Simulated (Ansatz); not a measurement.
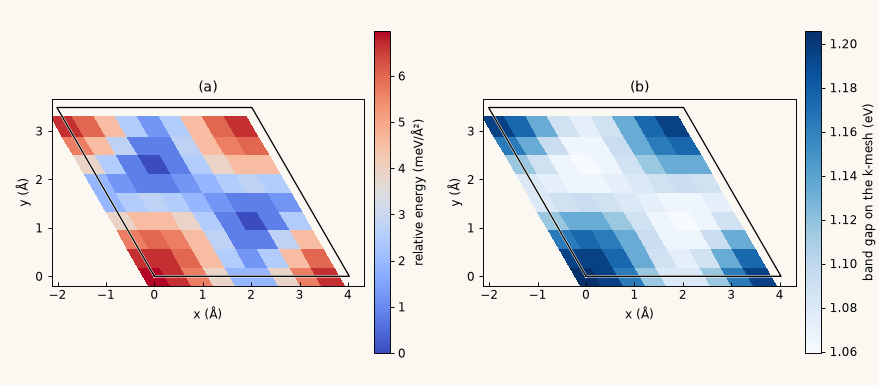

A bilayer of two InSe sheets (8 atoms in the cell). The upper layer of a bilayer is slid over the lower one; relaxed at each slide: the heights of all atoms; the origin of the map has Se5 above Se4. Places are given modulo a cell vector. The map is drawn in real space over the plane of the slide. The grid has 9 × 9 points; 12 points were computed and 69 follow by symmetry. Energies are in meV/Å², from the lowest grid point. Level of theory: Ansatz, DFT PBE+D3(BJ), scalar-relativistic, plane waves, PAW. Settings: cutoff 420 eV, k-mesh 9×9×1, gaussian smearing 0.05 eV, no spin polarisation.

Panel (a) is the energy; panel (b) is the computed band gap on the k-mesh, in eV.

Drawn: one coloured cell a grid point, the outline of one cell of the plane.

How does the band gap on the k-mesh vary over the map, and what is it at the lowest grid point?

It runs from 1.06 eV at (3/9, 6/9) of the cell vectors to 1.21 eV at (0/9, 0/9) of the cell vectors. At the lowest grid point, (3/9, 6/9) of the cell vectors, it is 1.06 eV.

```csv
"second ↓, first →",0/9,1/9,2/9,3/9,4/9,5/9,6/9,7/9,8/9
8/9,1.20,1.17,1.13,1.09,1.07,1.09,1.13,1.17,1.20
7/9,1.16,1.13,1.09,1.07,1.07,1.09,1.13,1.16,1.17
6/9,1.12,1.09,1.07,1.06,1.07,1.09,1.12,1.13,1.13
5/9,1.08,1.07,1.07,1.07,1.07,1.08,1.09,1.09,1.09
4/9,1.08,1.09,1.09,1.09,1.08,1.07,1.07,1.07,1.07
3/9,1.12,1.13,1.13,1.12,1.09,1.07,1.06,1.07,1.09
2/9,1.16,1.17,1.16,1.13,1.09,1.07,1.07,1.09,1.13
1/9,1.20,1.20,1.17,1.13,1.09,1.07,1.09,1.13,1.17
0/9,1.21,1.20,1.16,1.12,1.08,1.08,1.12,1.16,1.20
```

PAW datasets: the set soft_1.
